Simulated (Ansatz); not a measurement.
**BeTe: band-structure calculation**

- system: BeTe (2 atoms in the cell)
- method: DFT, r2SCAN, plane waves, PAW, no spin polarisation (Ansatz 0.2.0)

The structure was built on a prototype by a generator. The geometry comes from this level: r2SCAN (a point of a series of strains).

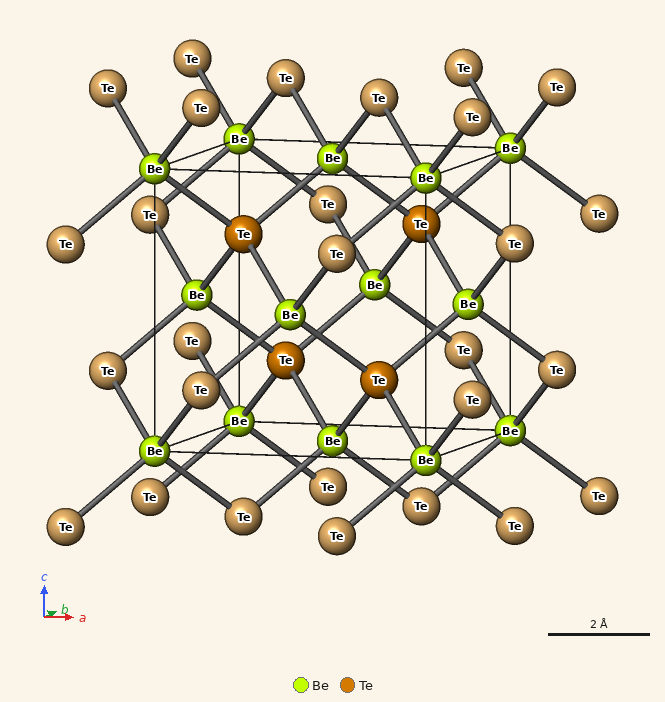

Fig. 1: The input geometry (ball-and-stick view of the cell 4 times as large as that of the calculation, set on its symmetry axes, seen slightly off an axis; neighbours outside the cell are drawn fainter). An atom can appear more than once, as a periodic image. Near neighbours in the periodic cell (some may lie outside the picture): Be has 4 Te at 2.45 Å; Te has 4 Be at 2.45 Å.

**Input**
```yaml
crystal:
  lattice:
    - [0.0, 2.8286236255, 2.8286236255]
    - [2.8286236255, 0.0, 2.8286236255]
    - [2.8286236255, 2.8286236255, 0.0]
  atoms:
    - { symbol: Be, position: [0.0, 0.0, 0.0] }
    - { symbol: Te, position: [0.25, 0.25, 0.25] }
kpoints:
  mp_grid: { grid: [8, 8, 8] }
  band_path:
    path:
      - [0.0, 0.0, 0.0]
      - [-0.5, -0.5, 0.0]
      - [-0.375, -0.375, 0.25]
      - [-0.375, 0.0, 0.375]
      - [0.0, 0.0, 0.5]
      - [-0.5, -0.25, 0.25]
      - [0.0, 0.5, 0.5]
    npoints: 1
hamiltonian:
  xc: r2scan
scf:
  occupations: { method: fixed }
  n_extra_bands: 4
output:
  forces: true
  stress: true
  eigenvalues: true
  write_density: true
  write_potential: true
  elf: true
  volumetric_format: npy
```

Machine: 2 threads of AMD EPYC (Zen 3), 264 GiB of memory available, shared host.

Run as:
```bash
ansatz run input.yaml --threads 2 --pin off --max-ram 18432MiB --backend cpu --events-out ev --progress --plain --runs-dir out
```

**What the program printed**
```
scf.n_extra_bands = 4 over 9 filled bands (N_el = 18.0): the run solves 13 bands
Engine: ansatz 0.2.0, x86_64-unknown-linux-gnu
Pseudopotentials: kind: paw
Pseudopotential: Be, paw, valence charge 2, recommended cutoff 500 eV (meta_gga), Be.paw.azcp
Pseudopotential: Te, paw, valence charge 16, recommended cutoff 500 eV (meta_gga), Te.paw.azcp
Functional definition: r2SCAN
  parameter k0 = 0.174
  parameter k1 = 0.065
  parameter a1 = 4.9479
  exchange = r2scan_x(k0 = k0, k1 = k1, a1 = a1)
  correlation = r2scan_c
Crystal: 2 atoms, lattice volume = 45.264 Å³
Basis set: ecut = 500 eV, 1139 PW (Γ), exchange–correlation on 120×120×120 points (64 copies of the dense FFT grid, shifted against one another)
Bands: 13, of which v1, the nominal top of the filled ones, is band 9 counted from 1 (8 counted from 0)
Symmetry: 24 space group operations
Space group: F-43m (ITA 216), of the structure as read, at distance tolerance 3.6e-5 Å
k-points: 29 of 512 (time reversal used)
Non-local potential: Be, projectors of the file, l = 0: 2, l = 1: 2, l = 2: 1
Non-local potential: Te, projectors of the file, l = 0: 2, l = 1: 2, l = 2: 2, l = 3: 2
PAW form: soft (Blöchl's): semilocal exchange-correlation on the pseudo side does not see the compensation charge
PAW frozen core: Be, regenerated for the run's functional (the file was generated under x = pbe(κ = 0.804, μ = 0.2195149727645171), c = pbe(β = 0.06672455060314922))
PAW frozen core: Te, regenerated for the run's functional (the file was generated under x = pbe(κ = 0.804, μ = 0.2195149727645171), c = pbe(β = 0.06672455060314922))
PAW one-centre angular grid: Be, 302 points (default); XC on 255 of its mesh's 2635 points in the sphere
PAW one-centre angular grid: Te, 590 points (default); XC on 160 Gauss nodes
Initial density: superposition of atomic densities (neutral atoms: chi_scale 0, normalization atom), corrected by the library's trained network
Initial wavefunctions: pseudopotential atomic-orbital guess
Functional: x = r2scan, c = r2scan; τ floored in thin density (d = 2e-4 eV/Å³)
SCF iter   1: F=—  HF=-7089.057192 eV  |F-HF|=—  |Δ(HF+E_count)|=         —  Δρ=3.81e-3  dr2=1.07e-2  dr2_τ=1.63e-2  ethr=1.77e-3  ⟨swp⟩=4.8  Hψ=2034  notcnv=0  defer=41
preconditioner: auto → none  [insulator: Δε(μ)=2.330 eV  Ē_g=10.935 eV  n_scr=14 (ndim 8)  ℏωp=15.6 eV  f_vac=0.011  ε∞_Penn≈3.0]
SCF iter   2: F=—  HF=-7089.088853 eV  |F-HF|=—  |Δ(HF+E_count)|=   3.17e-2  Δρ=1.72e-3  dr2=1.03e-3  dr2_τ=3.42e-5  ethr=5.93e-5  ⟨swp⟩=2.9  Hψ=835  notcnv=0  defer=52
SCF iter   3: F=—  HF=-7089.089335 eV  |F-HF|=—  |Δ(HF+E_count)|=   4.82e-4  Δρ=6.13e-4  dr2=1.12e-4  dr2_τ=3.13e-6  ethr=5.72e-6  ⟨swp⟩=2.4  Hψ=684  notcnv=0  defer=52
SCF iter   4: F=—  HF=-7089.089391 eV  |F-HF|=—  |Δ(HF+E_count)|=   5.62e-5  Δρ=1.43e-4  dr2=4.68e-6  dr2_τ=1.20e-7  ethr=6.23e-7  ⟨swp⟩=2.0  Hψ=493  notcnv=0  defer=50
SCF iter   5: F=—  HF=-7089.089393 eV  |F-HF|=—  |Δ(HF+E_count)|=   1.98e-6  Δρ=2.23e-5  dr2=1.22e-7  dr2_τ=2.89e-9  ethr=2.60e-8  ⟨swp⟩=2.0  Hψ=477  notcnv=0  defer=25
SCF iter   6: F=-7089.089393 eV  HF=-7089.089393 eV  |F-HF|=4.00e-9  |Δ(HF+E_count)|=   2.62e-7  Δρ=2.86e-6  dr2=3.16e-9  dr2_τ=4.20e-11  ethr=5.56e-10  ⟨swp⟩=11.0  Hψ=2742  notcnv=0
SCF 1 converged in 6 iterations: F = -7089.089393 eV  dr2 = 3.16e-9
  greatest PAW one-centre occupation: 0.997 electrons in one spin orbital (limit 2), on the Te atom at site 1 (counted from 0), in its partial waves of l = 2
NSCF: frozen V_eff on 7 k-points
SCF converged after 6 iterations
Free energy (F): -7089.089393 eV
Harris-Foulkes:  -7089.089393 eV  (|F-HF|=4.00e-9)
Internal energy: -7089.089393 eV  (E = F + TS)
E sigma→0 (E₀):  -7089.089393 eV
Fermi energy:    7.066793 eV
--- Per-component energies (eV) ---
  E_band       = -282.898177
  E_kinetic    = 199.212315
  E_local      = -1380.921615  (includes V_loc(G=0)·N_el)
  E_nonlocal   = -305.558078
  E_hartree    = 861.991487
  E_xc         = -133.474276
  E_vxc        = -132.911020  (∫ρ·V_xc dr)
  E_paw        = -4748.186312  (= ΣΔE_a)
  E_vpaw       = -394.260625  (= ΣTr[D̂ρ^β])
  E_aug_tail   = -0.000034  (compensation charges beyond the density's cutoff)
  E_vtau       = 7.559179  (kinetic-family band-sum trace: ∫τ·v_τ [+ j·A + Jᵃ·Aᵃ] dr)
  E_ewald      = -1582.425709
  E_core_change = 0.272828  (= ΣΔE_core)
  E_smearing   = -0.000000  (= −TS)
  E_closure    = 0.000000  (closes the sum)
  Σ components = -7089.089393   (vs F -7089.089393, Δ=0.00e0)
--- Forces (eV/Å), atoms counted from 1 ---
  atom   1  Be     0.00000000     0.00000000     0.00000000
  atom   2  Te     0.00000000    -0.00000000    -0.00000000
  max |Σ_I F_I| component: 3.15e-16 eV/Å
--- Stress (GPa, compression-positive) ---
       -0.000953      -0.000000       0.000000
       -0.000000      -0.000953       0.000000
       -0.000000       0.000000      -0.000953
  P = ⅓ Tr σ = -0.0010 GPa (-0.010 kbar)
--- Band table (eV; the first three rows and the last of 29) ---
  k-point 0: bands = ["-29.9371", "-29.9371", "-29.9371", "-29.9189", "-29.9189", "-5.6306", "7.0668", "7.0668", "7.0668", "11.1070", "11.1070", "11.1070", "11.4568"]
  k-point 1: bands = ["-29.9368", "-29.9366", "-29.9366", "-29.9188", "-29.9188", "-5.4763", "5.7573", "6.8336", "6.8336", "11.0802", "11.4581", "11.4581", "12.6961"]
  k-point 2: bands = ["-29.9361", "-29.9354", "-29.9354", "-29.9186", "-29.9186", "-5.0506", "3.6999", "6.3907", "6.3907", "10.8384", "12.0057", "12.0057", "14.7080"]
  k-point 28: bands = ["-29.9348", "-29.9340", "-29.9300", "-29.9197", "-29.9172", "-3.6710", "2.3330", "3.3218", "3.8334", "12.7476", "13.1736", "13.2626", "13.6798"]
```

**File bands.tsv**
```
# k_distance	band_0	band_1	band_2	band_3	band_4	band_5	band_6	band_7	band_8	band_9	band_10	band_11	band_12
# fermi_ev = 7.066793
# lock_threshold_ev = 1e-6
# [0, 0, 0] at k_distance = 0.000000
# [-0.5, -0.5, 0] at k_distance = 1.110644
# [-0.375, -0.375, 0.25] at k_distance = 1.503315
# [-0.375, 0, 0.375] at k_distance = 2.183443
# [0, 0, 0.5] at k_distance = 2.863570
# [-0.5, -0.25, 0.25] at k_distance = 3.648914
# [0, 0.5, 0.5] at k_distance = 4.890651
# levels_relative_to = fermi_ev
# free_energy_ev = -7089.089393
# largest_residual_norms_ev = 4.489e-4 4.485e-4 4.025e-4 4.052e-4 4.590e-4 2.189e-3 1.570e-3 5.664e-4 8.337e-4 8.407e-4 1.097e-3 1.324e-3 2.046e-3
0.000000	-37.003932	-37.003932	-37.003932	-36.985672	-36.985672	-12.697383	0.000000	0.000000	0.000000	4.040239	4.040239	4.040239	4.389995
1.110644	-37.005545	-36.996803	-36.996803	-36.987706	-36.982758	-10.771098	-5.264982	-2.690126	-2.690126	2.375312	3.014086	10.521078	10.521078
1.503315	-37.003430	-36.998285	-36.997799	-36.986641	-36.983726	-10.796881	-4.905465	-3.927346	-2.266701	3.100844	5.745428	8.530104	8.882571
2.183443	-37.003430	-36.998285	-36.997799	-36.986641	-36.983726	-10.796881	-4.905465	-3.927346	-2.266701	3.100844	5.745428	8.530104	8.882571
2.863570	-37.001797	-37.000792	-37.000792	-36.984796	-36.984796	-11.291470	-5.671264	-1.146129	-1.146129	3.511709	5.040177	5.040177	8.472349
3.648914	-37.001597	-37.000758	-36.996812	-36.986452	-36.983970	-10.737833	-4.733800	-3.744959	-3.233352	5.680764	6.106775	6.195788	6.613040
4.890651	-37.005545	-36.996803	-36.996803	-36.987706	-36.982758	-10.771098	-5.264982	-2.690126	-2.690126	2.375312	3.014086	10.521078	10.521078
```

**File rho_z.tsv**
```
# z_ang	rho[e/angstrom^3]
# format = ansatz-planar-average/11
# lattice	0.000000000	2.828623626	2.828623626
# lattice	2.828623626	0.000000000	2.828623626
# lattice	2.828623626	2.828623626	0.000000000
# sites	2
# site	4	0.000000000	0.000000000	0.000000000
# site	52	1.414311813	1.414311813	1.414311813
0.000000	2.476948e-1
0.133343	3.084710e-1
0.266685	4.048350e-1
0.400028	5.451494e-1
0.533370	7.195993e-1
0.666713	9.000663e-1
0.800056	1.048245e0
0.933398	1.128089e0
1.066741	1.117867e0
1.200083	1.018334e0
1.333426	8.528061e-1
1.466769	6.590392e-1
1.600111	4.769080e-1
1.733454	3.352963e-1
1.866796	2.433926e-1
2.000139	1.909489e-1
2.133482	1.592103e-1
2.266824	1.356072e-1
2.400167	1.171253e-1
2.533509	1.035216e-1
2.666852	9.427959e-2
2.800195	8.917615e-2
2.933537	8.803316e-2
3.066880	9.085164e-2
3.200222	9.770967e-2
3.333565	1.087953e-1
3.466908	1.245599e-1
3.600250	1.455899e-1
3.733593	1.727049e-1
3.866935	2.060345e-1
```

**File v_z.tsv**
```
# z_ang	v_es[eV]	v_tot[eV]
# format = ansatz-planar-average/11
# xc	r2scan
# density_cutoff_ev	2000
# datasets	Be=:simpson_from_first_knot:soft:shift=0	Te=:simpson_from_first_knot:soft:shift=0
# lattice	0.000000000	2.828623626	2.828623626
# lattice	2.828623626	0.000000000	2.828623626
# lattice	2.828623626	2.828623626	0.000000000
# sites	2
# site	4	0.000000000	0.000000000	0.000000000
# site	52	1.414311813	1.414311813	1.414311813
0.000000	1.225078e0	-9.325044e0
0.133343	6.852215e-1	-1.034201e1
0.266685	8.937653e-1	-1.052614e1
0.400028	1.800340e0	-9.964640e0
0.533370	3.221746e0	-8.806925e0
0.666713	4.865802e0	-7.310262e0
0.800056	6.354124e0	-5.876712e0
0.933398	7.336286e0	-4.815974e0
1.066741	7.684177e0	-4.253354e0
1.200083	7.475531e0	-4.176521e0
1.333426	6.891393e0	-4.397399e0
1.466769	6.210621e0	-4.624264e0
1.600111	5.713243e0	-4.581128e0
1.733454	5.606470e0	-4.104312e0
1.866796	5.983722e0	-3.189648e0
2.000139	6.804609e0	-1.852277e0
2.133482	7.873170e0	-2.874680e-1
2.266824	8.885371e0	1.112729e0
2.400167	9.585870e0	2.129314e0
2.533509	9.950876e0	2.735549e0
2.666852	1.007738e1	2.990675e0
2.800195	1.000117e1	3.041545e0
2.933537	9.735540e0	2.850664e0
3.066880	9.288260e0	2.250060e0
3.200222	8.597326e0	1.232115e0
3.333565	7.631695e0	-1.335695e-1
3.466908	6.473665e0	-1.767902e0
3.600250	5.199984e0	-3.589728e0
3.733593	3.798980e0	-5.588643e0
3.866935	2.368620e0	-7.622248e0
```

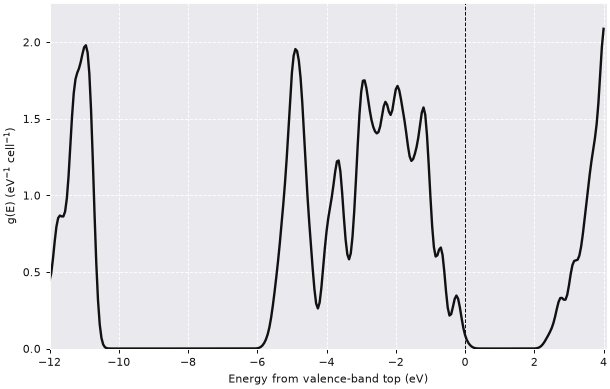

Fig. 2: Density of states (the curve is built from the levels of the k mesh with Gaussians 0.3 eV wide, which also blur the band edges), with energies from the valence-band top. There is a gap of 2.38 eV on the k-point mesh. Small ripples come from the finite k-point mesh.

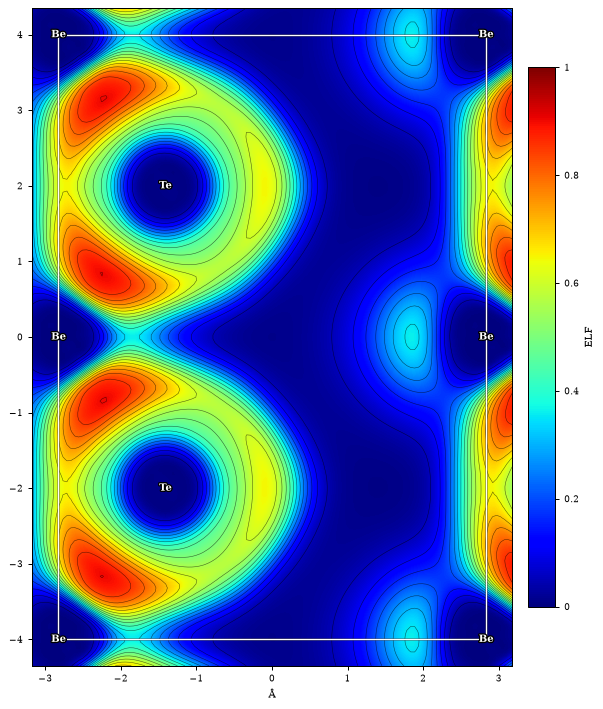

Fig. 3: Electron localisation function on the (011) plane of the conventional cell. Be–Te (2.45 Å): the ELF peaks at about 0.90 between the atoms (a shared electron pair). In a PAW calculation such maps are meaningful between the atoms, not at the nuclei.

**Summary**

- outcome: converged
- space group (tolerance 0.01 Å): F-43m (216)
- electrons treated: 18
- free energy: −7089.0894 eV
- Fermi energy: 7.067 eV
- gap on the k-point mesh: 2.38 eV
- pressure: 0.00 GPa
- largest force (length of the vector): under 0.001 eV/Å
- wall time: 2 s (CPU time 3.5 s)
- peak memory: 0.52 GiB

Spin-orbit coupling is left out, which matters for Te.
